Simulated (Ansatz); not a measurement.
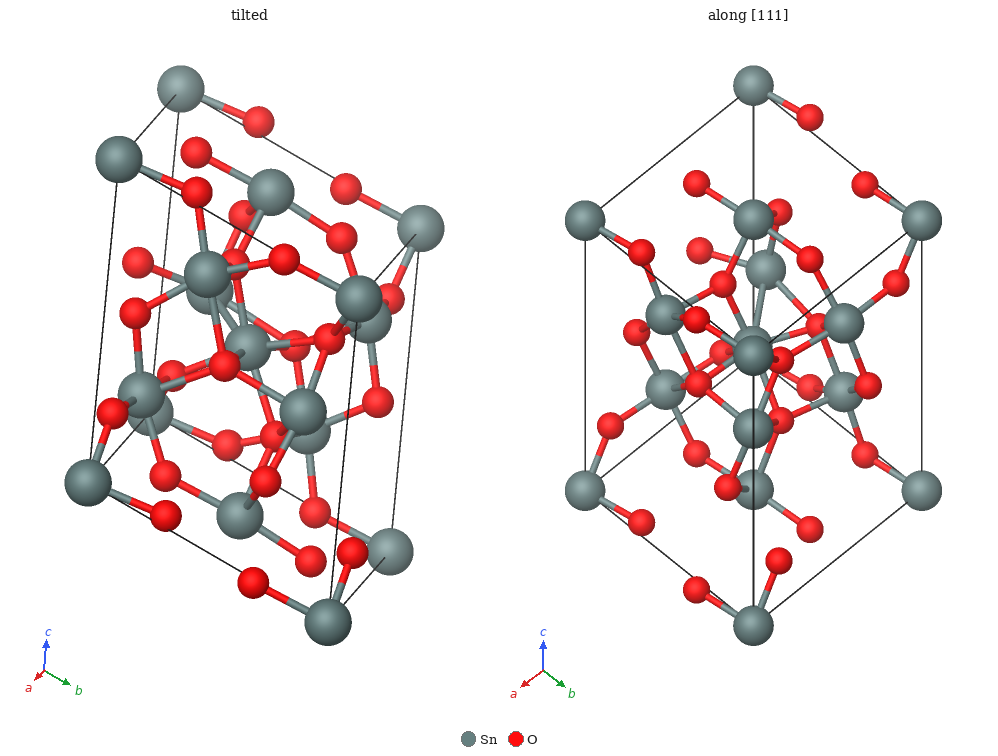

We look at a ball-and-stick model of the crystal slightly off an axis and along [111]. One simulation cell is framed, with atoms on its boundary repeated. Cell: a = 6.827 Å, b = 6.827 Å, c = 8.077 Å, α = 115.00°, β = 115.00°, γ = 90.00°.

Caption:

The formula is Sn9O16. The cell comprises 1 formula unit: 9 Sn, 16 O.

The cell started as a structure listed in the Materials Project, repeated into a supercell with a point defect put in. The atoms were relaxed in a fixed cell with DFT PBE, scalar-relativistic, plane waves, PAW in Ansatz.
